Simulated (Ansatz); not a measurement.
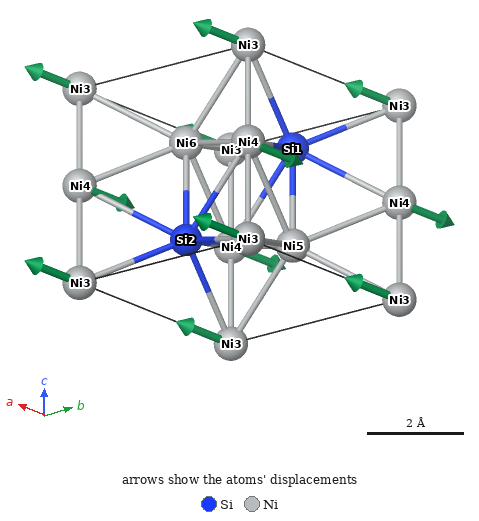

Normal modes of a crystal of SiNi2, space group P6₃/mmc (No. 194), at the zone centre. The optical levels lie at 122, 133 (×2), 149 (×2), 178, 204, 227 (×2), 276, 308, 393 (×2), 407 (×2) cm⁻¹. One mode is drawn. Displacements are drawn as green arrows; their common scale and sign are arbitrary. A ball-and-stick model of the cell of the calculation, seen from a free direction.

The calculation used DFT PBEsol, scalar-relativistic, plane waves, PAW (Ansatz). Settings: plane-wave cutoff 420 eV; k-point mesh 12 × 12 × 10; occupations gaussian; smearing width 0.15 eV; no spin polarisation.

**To which level does it belong?**

The level at 149 cm⁻¹. This is the E₂u mode (doubly degenerate; one member of the set is drawn), optical level 3 of 10, counted from below, silent by symmetry (neither infrared- nor Raman-active). The Si and Ni (2c) atoms stay at rest; all motion is along a; atoms of one kind move against one another, with no net shift of their sublattice.

Limits of the set-up: an element that often carries a moment was run without spin polarisation.
